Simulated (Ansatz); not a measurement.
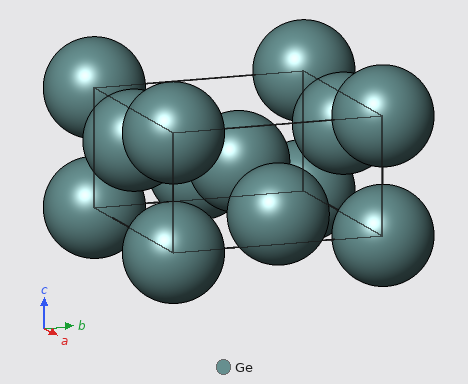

We look at a space-filling model of the crystal slightly off an axis. The parallelepiped is the conventional unit cell.

Ge, β-tin type, space group I4_1/amd (No. 141), a = 5.207 Å, b = 5.207 Å, c = 2.846 Å, α = 90.00°, β = 90.00°, γ = 90.00°. The cell started as a structure listed in the Materials Project. Earlier steps of the study may have refined or changed the cell and positions. A calculation with Ansatz used it as input.

This one geometry was computed with Ansatz (DFT, plane waves, PAW) at four levels of theory: PBEsol, PBE, r2SCAN and PBE with spin-orbit coupling.

Which level gives the highest pressure at this volume, and what does that say about its equilibrium volume?

Answer. Highest: PBE (0.0 GPa) and PBE with spin-orbit coupling (0.0 GPa), which points to the largest equilibrium volume. Lowest, with the smallest volume: PBEsol (-3.6 GPa). Levels within 0.5 GPa of each other can't be told apart.

How does the band gap change with the level of theory?

Answer. All levels give a metal.

Collect the results in a table.

Answer.
| level | cutoff (eV) | k-mesh of the run's cell | gap (eV) | pressure (GPa) |
| --- | --- | --- | --- | --- |
| PBEsol | 420 | 16×16×16 | metal | -3.6 |
| PBE | 420 | 16×16×16 | metal | 0.0 |
| r2SCAN | 500 | 16×16×16 | metal | -2.4 |
| PBE with spin-orbit coupling | 420 | 16×16×16 | metal | 0.0 |

Gaps are taken on the k-mesh or band path of each run.
